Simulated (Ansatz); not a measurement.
Consider FeCo₃.

```yaml
crystal:
  lattice:
    - [2.45908, 0.00000, 0.00000]
    - [0.00000, 2.45908, 0.00000]
    - [0.00000, 0.00000, 7.02537]
  atoms:
    - { symbol: Fe, position: [0.00000, 0.00000, 0.00000] }
    - { symbol: Co, position: [0.50000, 0.50000, 0.74339] }
    - { symbol: Co, position: [0.00000, 0.00000, 0.50000] }
    - { symbol: Co, position: [0.50000, 0.50000, 0.25661] }
```

Space group P4/mmm; a structure from a database of computed crystals, not necessarily the ambient phase; spin-polarised.

All numbers below come from DFT PBEsol, scalar-relativistic, plane waves, PAW (Ansatz 0.2.0).

What can the converged valence pseudo-density, electron localisation function and spin density tell about the bonding?

Co–Co (2.46 Å): ρ is about 0.36 e/Å³ halfway; the ELF is about 0.25 at the midpoint (no localised pair shows between them).
Fe–Fe (2.46 Å): ρ is about 0.37 e/Å³ halfway; the ELF is about 0.25 at the midpoint; no shared electron pair shows on this line.
The spin density sits on Fe: +2.4 μB; Co: +1.7 μB (×3) in one cell of 4 atoms: parallel main moments (a ferromagnetic arrangement) in this solution. The cell of the calculation (4 atoms) carries 7.2 μB of net spin moment.

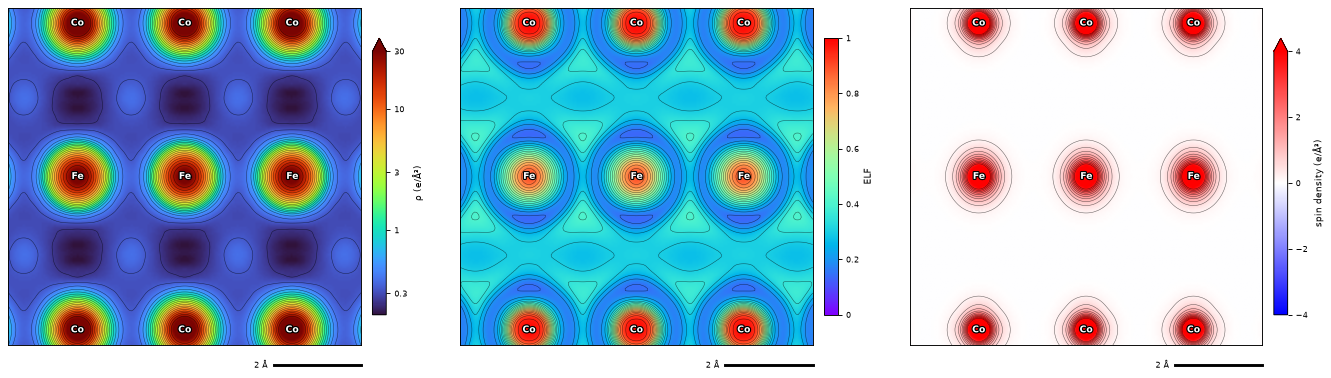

Computed valence pseudo-density, electron localisation function and spin density on the (100) plane of the conventional cell, in this order. 
